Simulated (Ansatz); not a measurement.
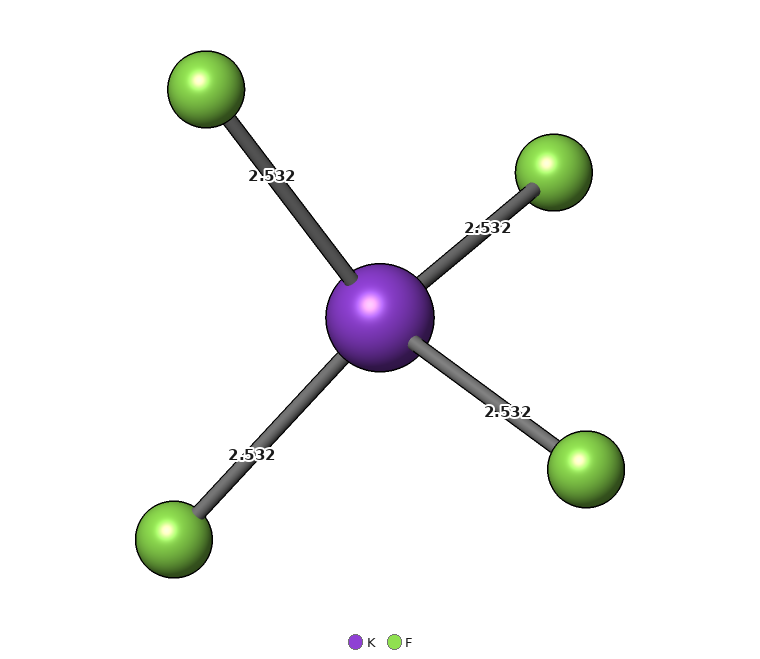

The surroundings of site K1 (at 0.000, 0.000, 0.000) in KF (F-43m, No. 216), with bond lengths in Å.

Origin of the cell: the end point of a relaxation with Ansatz, DFT, PBEsol, plane waves, PAW; the starting structure was generated, so it need not be a known form of this composition.

```
CELL_PARAMETERS angstrom
5.84672 0.00000 0.00000
0.00000 5.84672 0.00000
0.00000 0.00000 5.84672
ATOMIC_POSITIONS crystal
K 0.00000 0.00000 0.00000
F 0.25000 0.25000 0.75000
K 0.00000 0.50000 0.50000
F 0.25000 0.75000 0.25000
K 0.50000 0.00000 0.50000
F 0.75000 0.25000 0.25000
K 0.50000 0.50000 0.00000
F 0.75000 0.75000 0.75000
```

Bond valence s = exp((R0 − d)/b), R0 fitted to published crystal structures with b = 0.37 Å; R0 in Å: K+–F 1.971.

**Calculate the bond-valence sum of K1 from the bonds drawn.**

4 × 0.220 = 0.88 v.u., against a formal valence of 1: underbonded (bonds long for this ion) by 0.12.

**And over the whole structure?**

```json
{"site": "K1", "x, y, z": "0.000, 0.000, 0.000", "formal valence": "+1", "bond-valence sum": "0.88", "difference": "-0.12"}
{"site": "F1", "x, y, z": "0.250, 0.250, 0.750", "formal valence": "−1", "bond-valence sum": "0.88", "difference": "-0.12"}
```

These sums include all anions within 5 Å. The global instability index (root mean square of the differences over all atoms) is 0.12 v.u.: moderate strain, common in real structures.
